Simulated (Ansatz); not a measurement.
ScAlH₆

The calculation's input:

```
crystal:
  lattice:
    - [2.1700867181, 1.2529001491, 4.3085731444]
    - [-2.1700867181, 1.2529001491, 4.3085731444]
    - [0.0, -2.5058003035, 4.3085731429]
  atoms:
    - { symbol: Sc, position: [0.5, 0.5, 0.5] }
    - { symbol: Al, position: [0.0, 0.0, 0.0] }
    - { symbol: H, position: [0.582804888, 0.9595340885, 0.2225808949] }
    - { symbol: H, position: [0.9595340885, 0.2225808949, 0.582804888] }
    - { symbol: H, position: [0.7774191051, 0.417195112, 0.0404659115] }
    - { symbol: H, position: [0.0404659115, 0.7774191051, 0.417195112] }
    - { symbol: H, position: [0.417195112, 0.0404659115, 0.7774191051] }
    - { symbol: H, position: [0.2225808949, 0.582804888, 0.9595340885] }
kpoints:
  mp_grid: { grid: [6, 6, 6] }
hamiltonian:
  xc: r2scan
  dispersion: rvv10
scf:
  occupations: { method: fermi_dirac, width: 0.03 }
relax:
  f_tol: 0.01
  cell: {}
  max_steps: 120
output:
  write_density: true
  write_potential: true
  elf: true
  volumetric_format: npy
```

Launched as:

```sh
ansatz run input.yaml --threads 4 --pin off --max-ram 4608MiB --backend cpu --events-out ev --progress --plain --runs-dir out
```

Below, planes, directions and counts refer to the conventional cell (a = 4.48 Å, b = 4.48 Å, c = 12.91 Å, α = 90.00°, β = 90.00°, γ = 120.00°).

The fields are those of the run's last geometry, not of the input's.

Space group R-3; a structure from a database of computed crystals, not necessarily the ambient phase; started from the MgTiF6-148 prototype, which need not be the ambient phase.

All numbers below come from Ansatz, DFT, r2SCAN+rVV10, plane waves, PAW.

In a PAW calculation such maps are meaningful between the atoms, not at the nuclei.

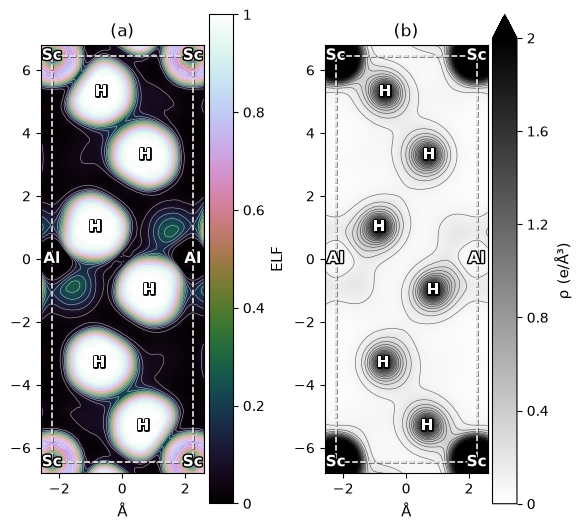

Figure 1. (a) ELF; (b) valence pseudo-density on the (100) plane of the conventional cell.

Interpret the plot.

Atoms in the plane: Sc, Al and H. Al–H (1.71 Å): ρ at the midpoint is about 0.33 e/Å³; the ELF climbs to about 1 towards the hydrogen. Sc–H (1.95 Å): the density is about 0.51 e/Å³ at the midpoint; the ELF climbs to about 1 towards the hydrogen. Between the atoms the lowest density in this plane is 0.02 e/Å³. The features right at Sc lie inside the PAW spheres, where the map follows smoothed inner orbitals and isn't to be read closely.

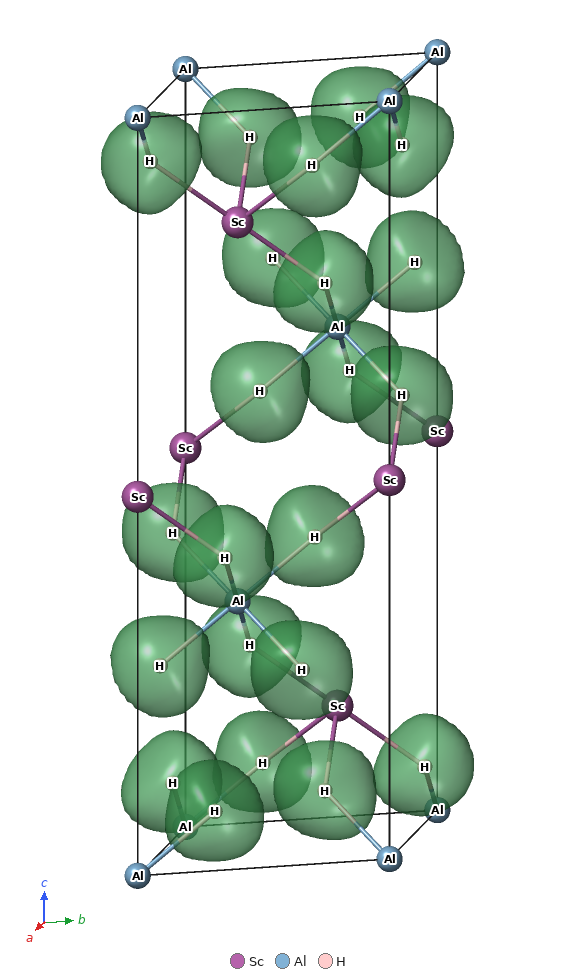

Figure 2. Isosurface of the electron localisation function at 0.8 (green), seen slightly off an axis. Only the valence region is drawn (cores and ρ < 0.01 e/Å³ removed). Sticks mark near contacts.

Identify the bonds, lone pairs and shells in this picture.

The surface consists of 18 regions around hydrogen nuclei, counted in one cell of 24 atoms. Any copies at cell faces, edges or corners count once.

Does the calculation give a band gap?

It is gapped, with a Kohn–Sham gap of 2.0 eV on the k-point mesh (the band edges may lie off the mesh, which would make the gap smaller).
